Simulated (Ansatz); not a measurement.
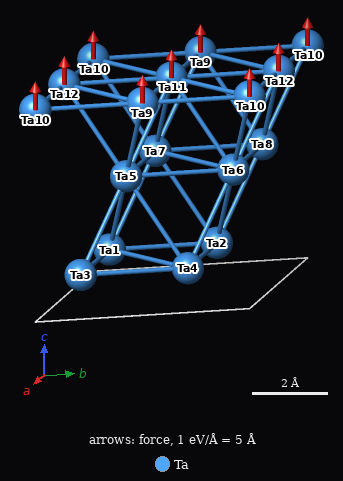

Starting geometry of a slab of composition Ta (cut from the Fm-3m phase) with the computed forces as red arrows. The picture is a ball-and-stick view of the cell of the calculation, outlined in the plane, without the vacuum, seen slightly off an axis.

Case: clean slab, lower planes held. The slab is the (1 1 1) face of Ta. 4 atoms are held fixed.

These are results of DFT PBE+D3(BJ), scalar-relativistic, plane waves, PAW (Ansatz), not measurements. Settings: plane-wave cutoff 420 eV; k-point mesh 4 × 4 × 1; occupations gaussian; smearing width 0.1 eV; no spin polarisation; dipole correction; atoms relaxed in a fixed cell; force threshold 0.03 eV/Å; at most 70 steps.

### Is this structure relaxed? If not, where do the atoms go?

It isn't relaxed: the largest force vector, on Ta atoms, is 0.16 eV/Å. The atoms end up moving mostly along the starting forces (cosine between the two patterns 0.89). The energy falls by 14.7 meV per cell of the calculation in 1 accepted move (2 points after the start). Largest force component: 0.16 eV/Å at the start, 0.0046 eV/Å at the end. The line search rejected the trial step at point 1 of the run. The largest moves, 0.046 Å, are those of Ta9, Ta10, Ta11 and Ta12. Ta9 goes along the normal (+c). The cell stays as it was. Among the contacts that change: Ta1–Ta5 2.957 → 2.976 Å. The run took 24 s on 4 threads of Arm Neoverse V1 (shared host), peak memory 1.2 GiB.
